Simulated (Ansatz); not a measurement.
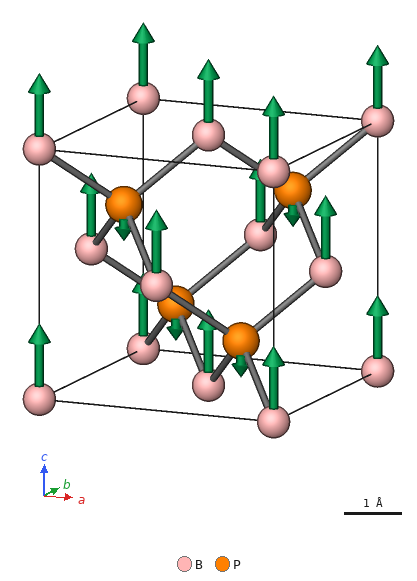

The lowest optical mode of crystalline BP, space group F-43m (No. 216), at the zone centre. The green arrows give the relative displacements of the atoms. Style: ball-and-stick. Shown: the conventional cell (4 times the calculation's cell), slightly off an axis. Lengths and directions refer to the drawn axes.

Computed with DFT PBEsol, scalar-relativistic, plane waves, PAW in Ansatz. Set-up: plane-wave cutoff 420 eV; k-point mesh 10 × 10 × 10; occupations fixed; no spin polarisation.

Frequencies are those without the non-analytic (LO–TO) term.

Q: Is this crystal at a minimum with respect to the drawn distortion?

A: Yes: this softest mode has a real frequency, and so have all others here. That speaks for this wave vector alone: the rest of the zone wasn't checked in this run. This is the T₂ mode (triply degenerate; one member of the set is drawn) at 811 cm⁻¹, the only optical level, infrared- and Raman-active by symmetry. The B sublattice moves against the P sublattice, along c; the kinetic energy is shared as B 74 %, P 26 %. Its infrared intensity is 2.7 (D/Å)²/amu for the set. The value is the transverse one; the longitudinal partner lies at 817 cm⁻¹.
